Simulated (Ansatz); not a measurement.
```xyz
6
Lattice="-1.5394 2.7138 0.0174 3.1610 0.0474 0.0474 -0.1844 -0.1844 -12.2950" Properties=species:S:1:pos:R:3 pbc="T T T"
Mo   -0.1110    1.6867   -9.1939
Mo    1.5481    0.8901   -3.0364
S    -0.0413    1.7563   -4.5525
S     1.4333    0.7753  -10.6900
S     0.0038    1.8015   -1.5402
S     1.4785    0.8205   -7.6777
```

Space group P-1; changed on purpose from its base cell (equal xy, yz and zx shear strains of +3 %, PAW files); not relaxed (largest force 1.5 eV/Å); computed pressure about 9 GPa in this cell; computed without spin polarisation.

These are results of DFT, PBE, PAW with Ansatz's default frozen-core files, scalar-relativistic in Ansatz, not measurements.

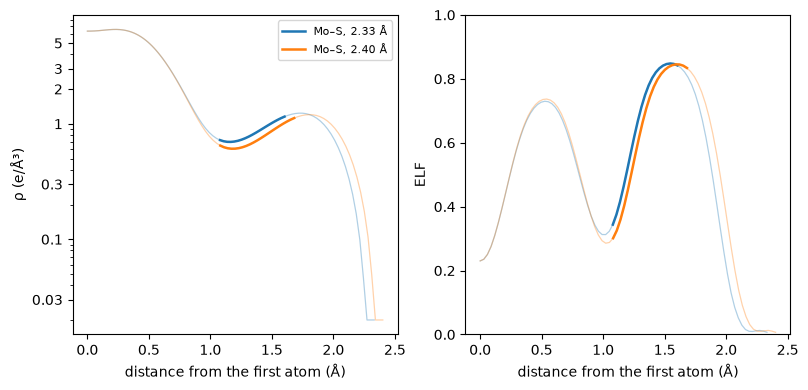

MoS₂. Valence pseudo-density and ELF along straight lines between neighbouring atoms. Thin, pale parts lie inside the atomic spheres.

Core electrons are frozen (PAW), and the valence fields are smoothed inside the atomic spheres.

> What can be read from the curves?

Mo–S (2.33 Å): the density is about 0.7 e/Å³ at the midpoint; the ELF peaks at about 0.85 in the valence shell of S, 0.8 Å from its nucleus, and is about 0.45 at the midpoint.
Mo–S (2.40 Å): the density is about 0.61 e/Å³ at the midpoint; the ELF peaks at about 0.85 in the valence shell of S, 0.8 Å from its nucleus, and is about 0.45 at the midpoint.
